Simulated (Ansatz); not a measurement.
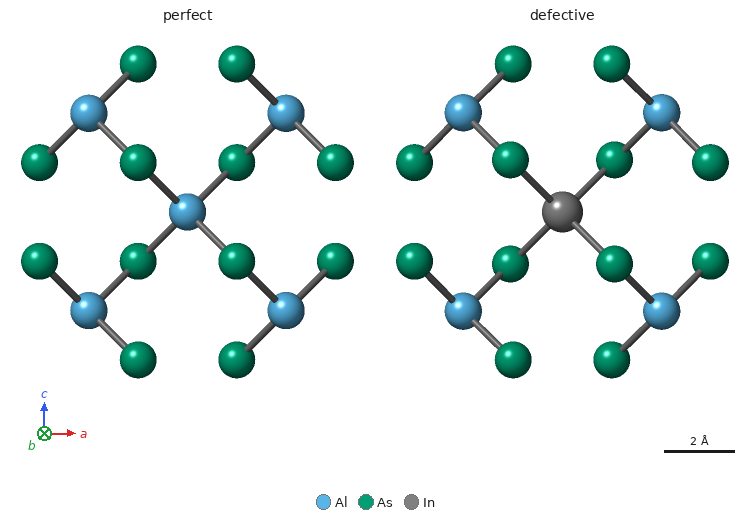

Left: perfect AlAs. Right: the same region with one point defect, after relaxing the atoms in a supercell of 54 sites. Style: ball-and-stick. Shown: the atoms within 5.4 Å of one point, in a slice 4.2 Å thick across the line of sight, along the b axis.

Method: Ansatz 0.2.0, DFT, PBE, plane-wave PAW, default files, scalar-relativistic. (plane-wave cutoff 420 eV; k-point mesh 2 × 2 × 2; occupations fermi dirac; smearing width 0.01 eV; no spin polarisation) The axes drawn are those of the host's conventional cell.

**Which defect is it?**

An aluminium atom is replaced by indium.

The charge state of the cell is 0.

**What does the relaxation do around it?**

In the host the Al atom has 4 As at 2.45 Å; the In atom ends with 4 As at 2.59 Å. Of the host's atoms, an arsenic atom moves furthest from its site, by 0.14 Å. Relaxing the atoms from the host's sites lowers the energy by 0.45 eV.
